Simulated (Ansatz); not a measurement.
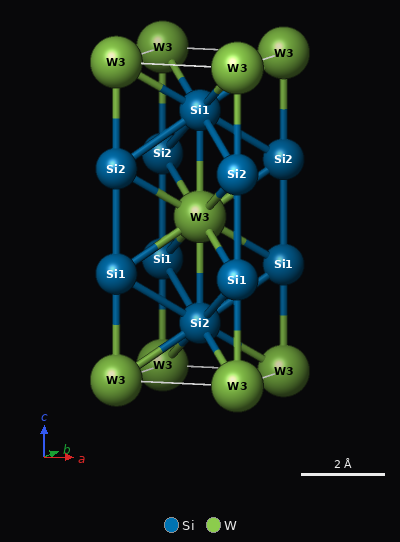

**Figure 1.** The structure as given in the input (ball-and-stick view of the cell 2 times as large as that of the calculation, set on its symmetry axes, seen slightly off an axis; atoms are numbered from 1 in the order of the input). An atom can appear more than once, as a periodic image. Near neighbours in the periodic cell (some may lie outside the picture): Si has 5 Si at 2.56 to 2.57 Å and 5 W at 2.56 to 2.59 Å; W has 10 Si at 2.56 to 2.59 Å.

**WSi2: a failed or faulty run and its cure**

System: WSi2 (I4/mmm, 3 atoms in the cell).
Method of run 1: DFT, PBE, plane waves, PAW, no spin polarisation (Ansatz 0.2.0).

The structure derives from an entry of the Crystallography Open Database. Some settings of this run were made unusual or wrong on purpose. Text and figures count atoms from 1; the logs count them from 0 in places.

Input file, run 1:
```yaml
crystal:
  lattice:
    - [-1.5660627283, 1.5660627283, 3.8744127033]
    - [1.5660627283, -1.5660627283, 3.8744127033]
    - [1.5660627283, 1.5660627283, -3.8744127033]
  atoms:
    - { symbol: Si, position: [0.3345744057, 0.3345744057, 0.0] }
    - { symbol: Si, position: [0.6654255943, 0.6654255943, 0.0] }
    - { symbol: W, position: [0.0, 0.0, 0.0] }
basis:
  ecutwfc: "50 eV"
kpoints:
  mp_grid: { grid: [20, 20, 20] }
hamiltonian:
  xc: pbe
scf:
  occupations: { method: gaussian, width: 0.15 }
  max_iter: 50
output:
  forces: true
  eigenvalues: true
  stress: true
```

Launched with:
```bash
ansatz run input.yaml --threads 2 --pin off --max-ram 5120MiB --backend cpu --events-out ev --progress --plain --runs-dir out
```

Hardware: 2 threads of Intel Xeon @ 2.50GHz (Skylake/Cascade Lake), 189 GiB of memory available, shared host.

Output, shortened to warnings, some set-up lines, iterations and results (run 1):
```
Warning: basis.ecutwfc = 50 eV is below the records' recommended 420 eV, and the density's cutoff is lower with it unless basis.ecutrho_ratio is high enough to keep the records' density cutoff: compare with a run at a higher cutoff
Basis set: ecut = 50 eV, 33 PW (Γ), exchange–correlation on 24×24×24 points (8 copies of the dense FFT grid, shifted against one another)
Symmetry: 16 space group operations
k-points: 641 of 8000
Initial density: superposition of atomic densities (neutral atoms: chi_scale 0, normalization atom), corrected by the library's trained network
[...]
SCF iter   1: F=—  HF=-11480.836432 eV  |F-HF|=—  |Δ(HF+E_count)|=         —  Δρ=5.59e-1  dr2=1.56e2  ethr=1.77e-3  ⟨swp⟩=1.0  Hψ=19592  notcnv=0
SCF iter   2: F=—  HF=-11421.308510 eV  |F-HF|=—  |Δ(HF+E_count)|=    5.95e1  Δρ=3.93e-1  dr2=7.96e1  ethr=1.77e-3  ⟨swp⟩=2.1  Hψ=24296  notcnv=0  defer=10
SCF iter   3: F=—  HF=-11361.474713 eV  |F-HF|=—  |Δ(HF+E_count)|=    5.98e1  Δρ=5.35e-2  dr2=1.27e0  ethr=1.77e-3  ⟨swp⟩=3.7  Hψ=33078  notcnv=0  defer=14
SCF iter   4: F=—  HF=-11360.582073 eV  |F-HF|=—  |Δ(HF+E_count)|=   8.93e-1  Δρ=5.97e-3  dr2=7.60e-3  ethr=1.77e-3  ⟨swp⟩=2.1  Hψ=17337  notcnv=0  defer=1
SCF iter   5: F=—  HF=-11360.579805 eV  |F-HF|=—  |Δ(HF+E_count)|=   2.27e-3  Δρ=1.34e-3  dr2=4.13e-4  ethr=3.46e-5  ⟨swp⟩=1.4  Hψ=10789  notcnv=0
SCF iter   6: F=—  HF=-11360.579668 eV  |F-HF|=—  |Δ(HF+E_count)|=   1.37e-4  Δρ=7.88e-5  dr2=1.73e-6  ethr=1.88e-6  ⟨swp⟩=1.5  Hψ=10683  notcnv=0
SCF iter   7: F=—  HF=-11360.592700 eV  |F-HF|=—  |Δ(HF+E_count)|=   1.30e-2  Δρ=9.07e-5  dr2=6.01e-6  ethr=4.55e-10  ⟨swp⟩=7.5  Hψ=47873  notcnv=0
SCF iter   8: F=—  HF=-11360.592699 eV  |F-HF|=—  |Δ(HF+E_count)|=   6.37e-7  Δρ=7.75e-5  dr2=4.35e-6  ethr=7.88e-9  ⟨swp⟩=1.0  Hψ=9613  notcnv=0
SCF iter   9: F=-11360.592698 eV  HF=-11360.592698 eV  |F-HF|=9.10e-9  |Δ(HF+E_count)|=   1.62e-6  Δρ=4.27e-6  dr2=1.18e-8  ethr=4.55e-10  ⟨swp⟩=2.7  Hψ=34294  notcnv=0
SCF 1 converged in 9 iterations: F = -11360.592698 eV  dr2 = 1.18e-8
SCF converged after 9 iterations
Free energy (F): -11360.592698 eV
Harris-Foulkes:  -11360.592698 eV  (|F-HF|=9.10e-9)
Internal energy: -11360.589327 eV  (E = F + TS)
E sigma→0 (E₀):  -11360.591012 eV
Entropy (-TS):   -0.003370 eV (-1.123 meV/atom)
Fermi energy:    22.870661 eV
--- Per-component energies (eV) ---
  E_band       = -27.320973
  E_kinetic    = 399.294499
  E_local      = -296.303503  (includes V_loc(G=0)·N_el)
  E_nonlocal   = 43.675273
  E_hartree    = 95.845158
  E_xc         = -346.286759
  E_vxc        = -306.431228  (∫ρ·V_xc dr)
  E_paw        = -9517.657374  (= ΣΔE_a)
  E_vpaw       = -58.946637  (= ΣTr[D̂ρ^β])
  E_aug_tail   = -0.298454  (compensation charges beyond the density's cutoff)
  E_ewald      = -1738.858166
  E_smearing   = -0.003370  (= −TS)
  E_closure    = 0.000000  (closes the sum)
  Σ components = -11360.592698   (vs F -11360.592698, Δ=0.00e0)
--- Forces (eV/Å), atoms counted from 1 ---
  atom   1  Si     0.00000000    -0.00000000     2.18098188
  atom   2  Si    -0.00000000     0.00000000    -2.18098188
  atom   3  W      0.00000000     0.00000000    -0.00000000
  max |Σ_I F_I| component: 4.44e-16 eV/Å
--- Stress (GPa, compression-positive) ---
    -1121.817716       0.000000       0.000000
        0.000000   -1121.817716      -0.000000
        0.000000      -0.000000   -1088.565699
  P = ⅓ Tr σ = -1110.7337 GPa (-11107.337 kbar)
```

What should be changed in this input?

A setting was made wrong on purpose: a cutoff far too low (`basis.ecutwfc`). The plane-wave basis is far from complete, so energies, forces and above all the stress are wrong. The run converged all the same; its numbers are those of the faulty input and shouldn't be used. Warnings of the run: the cutoff is below the recommended one.

A run of the same system that converges differs from this input as follows (lines with − go, lines with + come):
```diff
-  ecutwfc: "50 eV"
+  ecutwfc: 420
-  max_iter: 50
```

Output, shortened to warnings, some set-up lines, iterations and results (run 2):
```
Basis set: ecut = 420 eV, 761 PW (Γ), FFT grids on a1+a3, a2+a3, a3, exchange–correlation on 48×48×60 points (8 copies of the dense FFT grid, shifted against one another)
Symmetry: 16 space group operations
k-points: 641 of 8000
Initial density: superposition of atomic densities (neutral atoms: chi_scale 0, normalization atom), corrected by the library's trained network
[...]
SCF iter   1: F=—  HF=-11657.285271 eV  |F-HF|=—  |Δ(HF+E_count)|=         —  Δρ=3.84e-3  dr2=3.34e-3  ethr=1.77e-3  ⟨swp⟩=5.0  Hψ=55009  notcnv=0
SCF iter   2: F=—  HF=-11657.285191 eV  |F-HF|=—  |Δ(HF+E_count)|=   7.97e-5  Δρ=2.24e-3  dr2=1.35e-3  ethr=1.52e-5  ⟨swp⟩=1.0  Hψ=14744  notcnv=0
SCF iter   3: F=—  HF=-11657.285052 eV  |F-HF|=—  |Δ(HF+E_count)|=   1.39e-4  Δρ=2.31e-4  dr2=1.79e-5  ethr=6.13e-6  ⟨swp⟩=2.1  Hψ=13131  notcnv=0
SCF iter   4: F=—  HF=-11657.285043 eV  |F-HF|=—  |Δ(HF+E_count)|=   8.47e-6  Δρ=7.55e-5  dr2=1.69e-6  ethr=8.12e-8  ⟨swp⟩=2.1  Hψ=13805  notcnv=0
SCF iter   5: F=—  HF=-11657.285043 eV  |F-HF|=—  |Δ(HF+E_count)|=   1.38e-7  Δρ=3.10e-5  dr2=3.90e-7  ethr=7.66e-9  ⟨swp⟩=1.0  Hψ=9622  notcnv=0
SCF iter   6: F=-11657.285043 eV  HF=-11657.285043 eV  |F-HF|=3.46e-8  |Δ(HF+E_count)|=   4.73e-8  Δρ=9.13e-6  dr2=4.92e-8  ethr=4.55e-10  ⟨swp⟩=4.6  Hψ=33692  notcnv=0
SCF 1 converged in 6 iterations: F = -11657.285043 eV  dr2 = 4.92e-8
SCF converged after 6 iterations
Free energy (F): -11657.285043 eV
Harris-Foulkes:  -11657.285043 eV  (|F-HF|=3.46e-8)
Internal energy: -11657.282425 eV  (E = F + TS)
E sigma→0 (E₀):  -11657.283734 eV
Entropy (-TS):   -0.002618 eV (-0.873 meV/atom)
Fermi energy:    17.994038 eV
--- Per-component energies (eV) ---
  E_band       = -55.719015
  E_kinetic    = 548.070713
  E_local      = -907.218982  (includes V_loc(G=0)·N_el)
  E_nonlocal   = 51.696642
  E_hartree    = 362.415386
  E_xc         = -384.491495
  E_vxc        = -341.955757  (∫ρ·V_xc dr)
  E_paw        = -9588.896480  (= ΣΔE_a)
  E_vpaw       = -131.148019  (= ΣTr[D̂ρ^β])
  E_aug_tail   = -0.000043  (compensation charges beyond the density's cutoff)
  E_ewald      = -1738.858166
  E_smearing   = -0.002618  (= −TS)
  E_closure    = 0.000000  (closes the sum)
  Σ components = -11657.285043   (vs F -11657.285043, Δ=0.00e0)
--- Forces (eV/Å), atoms counted from 1 ---
  atom   1  Si     0.00000000    -0.00000000    -0.22917315
  atom   2  Si    -0.00000000     0.00000000     0.22917315
  atom   3  W      0.00000000     0.00000000     0.00000000
  max |Σ_I F_I| component: 5.55e-17 eV/Å
--- Stress (GPa, compression-positive) ---
       21.153436       0.000000      -0.000000
        0.000000      21.153436       0.000000
        0.000000       0.000000      16.386185
  P = ⅓ Tr σ = 19.5644 GPa (195.644 kbar)
```

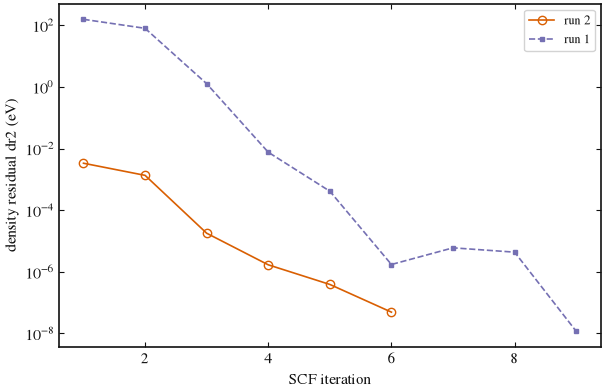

**Figure 2.** Convergence of the two runs: density residual dr2 against the SCF iteration. Run 2 takes 6 iterations in all, and run 1 takes 9.

The two runs side by side:

| quantity | run 1 | run 2 |
| --- | --- | --- |
| outcome | converged | converged |
| free energy per atom (eV) | −3786.8642 | −3885.7617 |
| energy per atom, smearing taken to zero (eV) | −3786.8637 | −3885.7612 |
| gap on the mesh (eV) | 0.00 | 0.00 |
| pressure (GPa) | −1110.73 | 19.56 |
| largest force (eV/Å) | 2.181 | 0.229 |
| SCF iterations | 9 | 6 |
| irreducible k-points | 641 | 641 |
| plane waves at Γ | 33 | 761 |
| wall time (shared host) | 6.2 s | 21 s |

The free energy of run 2 is 98897.4 meV per atom lower, which comes mainly from the change of cutoff or grids; a solver setting shouldn't move a converged energy. The pressure goes from −1110.73 to 19.56 GPa. The largest force goes from 2.181 to 0.229 eV/Å. More plane waves can only lower the energy of a fixed Hamiltonian, so the higher cutoff gives the lower value. The lower cutoff gives the lower pressure, as an incomplete plane-wave basis does (Pulay stress). The SCF takes 6 iterations against 9. The plane waves at Γ go from 33 to 761. On the same kind of shared host run 2 took about 3.4 times as long.

Notes on run 2: Spin–orbit coupling is left out, which matters for W. The cell is under a pressure of 19.6 GPa at this level, so it is not at its equilibrium volume.
